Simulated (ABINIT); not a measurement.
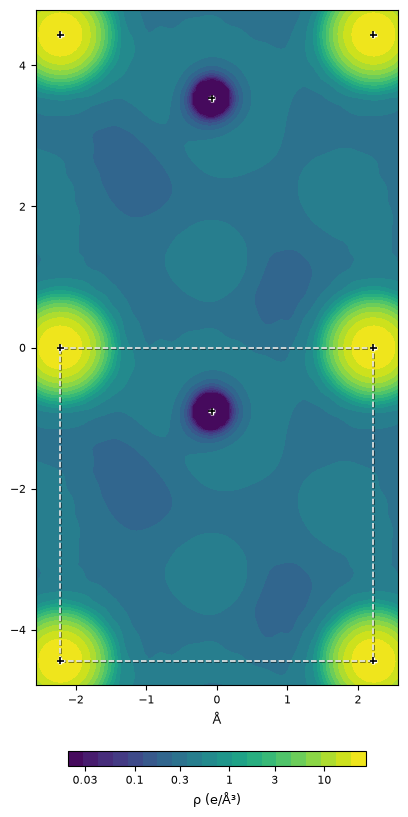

The valence pseudo-density on a plane through atoms (crosses mark nuclei in the plane).

Computed with ABINIT 10.8.3, Kohn-Sham DFT of a periodic cell, LDA, JTH PAW LDA v2.0.

Candidates:
A. InAs, a = 6.04 Å, b = 6.04 Å, c = 6.04 Å, α = 90.00°, β = 90.00°, γ = 90.00°. Space group F-43m.
B. CoSi, a = 4.44 Å, b = 4.44 Å, c = 4.44 Å, α = 90.00°, β = 90.00°, γ = 90.00°. Space group P2₁3; computed pressure about −13 GPa in this cell; spin-polarised.
C. Al2O3, a = 4.76 Å, b = 4.76 Å, c = 13.00 Å, α = 90.00°, β = 90.00°, γ = 120.00°. Space group R-3c; computed pressure about −6 GPa in this cell.

### Which system is this?

Candidate B: CoSi on the (010) plane of the conventional cell, which holds Co and Si. Co–Si (2.33 Å): ρ is about 0.47 e/Å³ halfway. Co–Si (2.47 Å): the density is about 0.38 e/Å³ at the midpoint.
